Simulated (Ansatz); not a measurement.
# A series of single points on Zn

System: Zn (1 atom in the cell).
Method: DFT LDA, scalar-relativistic, plane waves, PAW, no spin polarisation (Ansatz 0.2.0).

The 5 runs differ only in the geometry, by a strain of the cell at fixed fractional positions. Against run 3, the strain is εzz = η. The structure derives from a Materials Project entry.

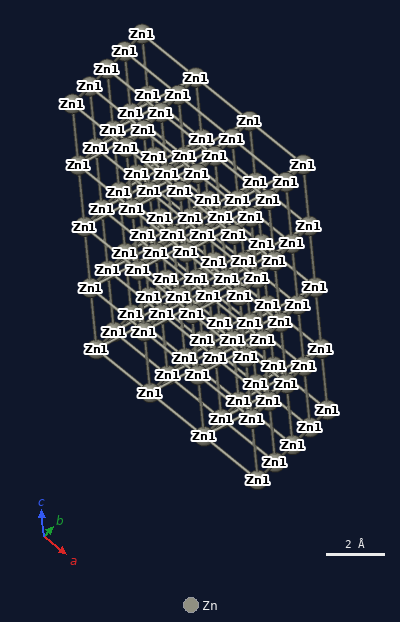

Figure 1. The structure of run 3 (ball-and-stick view of the cell of the calculation, repeated 3 × 4 × 4, seen slightly off an axis; atoms are numbered from 1 in the order of the input).

### Input of run 3
```yaml
crystal:
  lattice:
    - [-1.4606099786, 1.4606099786, 1.5057834831]
    - [1.4606099786, -1.4606099786, 1.5057834831]
    - [1.4606099786, 1.4606099786, -1.5057834831]
  atoms:
    - { symbol: Zn, position: [0.0, 0.0, 0.0] }
basis:
  ecutwfc: 420
kpoints:
  mp_grid: { grid: [28, 28, 28] }
hamiltonian:
  xc: lda
scf:
  occupations: { method: gaussian, width: 0.15 }
output:
  forces: true
  stress: true
  eigenvalues: true
```

Lattice vectors (Å) and fractional positions of run 3:
```
  -1.460610    1.460610    1.505783
   1.460610   -1.460610    1.505783
   1.460610    1.460610   -1.505783
Zn  0.000000  0.000000  0.000000
```

Run 4 differs from it as follows:
```diff
-    - [-1.4606099786, 1.4606099786, 1.5057834831]
-    - [1.4606099786, -1.4606099786, 1.5057834831]
-    - [1.4606099786, 1.4606099786, -1.5057834831]
+    - [-1.4606099786, 1.4606099786, 1.5283702353]
+    - [1.4606099786, -1.4606099786, 1.5283702353]
+    - [1.4606099786, 1.4606099786, -1.5283702353]
```

### Results, with one run withheld

```tsv
run	strain parameter η (%)	free energy per atom, from the lowest run given (meV)	pressure (GPa)
1	−3.0000	41.20	11.28
2	−1.5000	28.47	9.04
3	0.0000	17.43	6.98
4	1.5000	?	?
5	3.0000	0.00	3.31
```

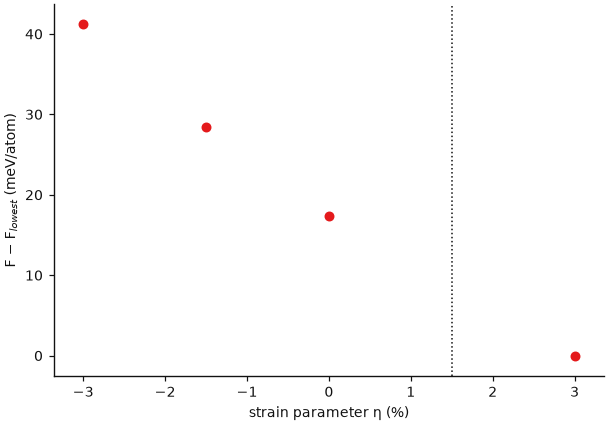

Figure 2. Free energy per atom of the runs given; the dotted line marks run 4.

What should run 4 give?

A quadratic polynomial in the coordinate, fitted to the 4 runs given, misses them by at most 0.03 meV per atom. With x = η + 0.3750, it reads F = 20.031 − 7.1299 x + 0.35434 x² (meV per atom). At run 4 it gives 7.91 meV per atom, and the run itself gives 7.94. The fit has no minimum inside this range.

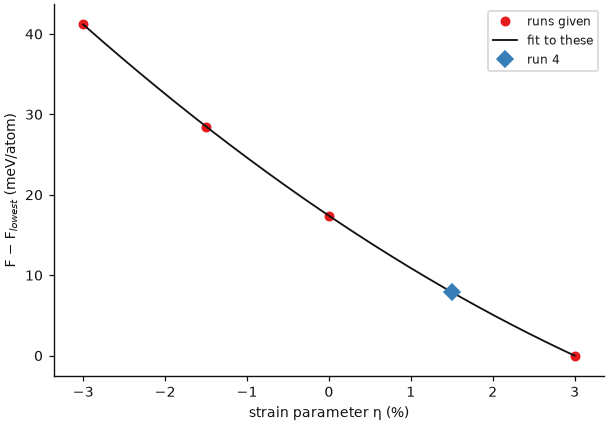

Figure 3. The fit and the withheld run.

### Output, shortened to warnings, some set-up lines, iterations and results (run 4)
```
Basis set: ecut = 420 eV, 249 PW (Γ)
Symmetry: 16 space group operations
k-points: 1639 of 21952
Initial density: superposition of atomic densities (neutral atoms: chi_scale 0, normalization atom), corrected by the library's trained network
[...]
SCF iter   1: F=—  HF=-3246.149931 eV  |F-HF|=—  |Δ(HF+E_count)|=         —  Δρ=5.28e-3  dr2=1.21e-3  ethr=1.77e-3  ⟨swp⟩=4.8  Hψ=105455  notcnv=0
SCF iter   2: F=—  HF=-3246.149923 eV  |F-HF|=—  |Δ(HF+E_count)|=   7.65e-6  Δρ=1.84e-3  dr2=3.67e-4  ethr=1.01e-5  ⟨swp⟩=2.2  Hψ=38766  notcnv=0
SCF iter   3: F=—  HF=-3246.149830 eV  |F-HF|=—  |Δ(HF+E_count)|=   9.35e-5  Δρ=1.45e-3  dr2=9.24e-5  ethr=3.05e-6  ⟨swp⟩=2.0  Hψ=25154  notcnv=0
SCF iter   4: F=—  HF=-3246.149823 eV  |F-HF|=—  |Δ(HF+E_count)|=   6.63e-6  Δρ=6.24e-4  dr2=1.71e-5  ethr=7.70e-7  ⟨swp⟩=1.0  Hψ=16368  notcnv=0
SCF iter   5: F=—  HF=-3246.149822 eV  |F-HF|=—  |Δ(HF+E_count)|=   1.57e-6  Δρ=1.33e-4  dr2=7.71e-7  ethr=1.43e-7  ⟨swp⟩=2.0  Hψ=24359  notcnv=0
SCF iter   6: F=-3246.149822 eV  HF=-3246.149822 eV  |F-HF|=4.66e-9  |Δ(HF+E_count)|=   6.31e-8  Δρ=1.50e-5  dr2=9.85e-9  ethr=8.33e-10  ⟨swp⟩=3.5  Hψ=69192  notcnv=0
SCF 1 converged in 6 iterations: F = -3246.149822 eV  dr2 = 9.85e-9
SCF converged after 6 iterations
Free energy (F): -3246.149822 eV
Harris-Foulkes:  -3246.149822 eV  (|F-HF|=4.66e-9)
Internal energy: -3246.146217 eV  (E = F + TS)
E sigma→0 (E₀):  -3246.148019 eV
Entropy (-TS):   -0.003605 eV (-3.605 meV/atom)
Fermi energy:    13.387263 eV
--- Per-component energies (eV) ---
  E_band       = 68.455665
  E_kinetic    = 133.126373
  E_local      = -1433.390366  (includes V_loc(G=0)·N_el)
  E_nonlocal   = 612.868431
  E_hartree    = 601.527733
  E_xc         = -137.216080
  E_vxc        = -55.611756  (∫ρ·V_xc dr)
  E_paw        = -1752.427284  (= ΣΔE_a)
  E_vpaw       = -391.594892  (= ΣTr[D̂ρ^β])
  E_aug_tail   = -0.000369  (compensation charges beyond the density's cutoff)
  E_ewald      = -1272.191795
  E_core_change = 1.557141  (= ΣΔE_core)
  E_smearing   = -0.003605  (= −TS)
  E_closure    = 0.000000  (closes the sum)
  Σ components = -3246.149822   (vs F -3246.149822, Δ=0.00e0)
--- Forces (eV/Å), atoms counted from 1 ---
  atom   1  Zn     0.00000000     0.00000000    -0.00000000
  max |Σ_I F_I| component: 1.48e-30 eV/Å
--- Stress (GPa, compression-positive) ---
        3.968854      -0.000000       0.000000
       -0.000000       3.968854       0.000000
        0.000000       0.000000       7.276742
  P = ⅓ Tr σ = 5.0715 GPa (50.715 kbar)
```
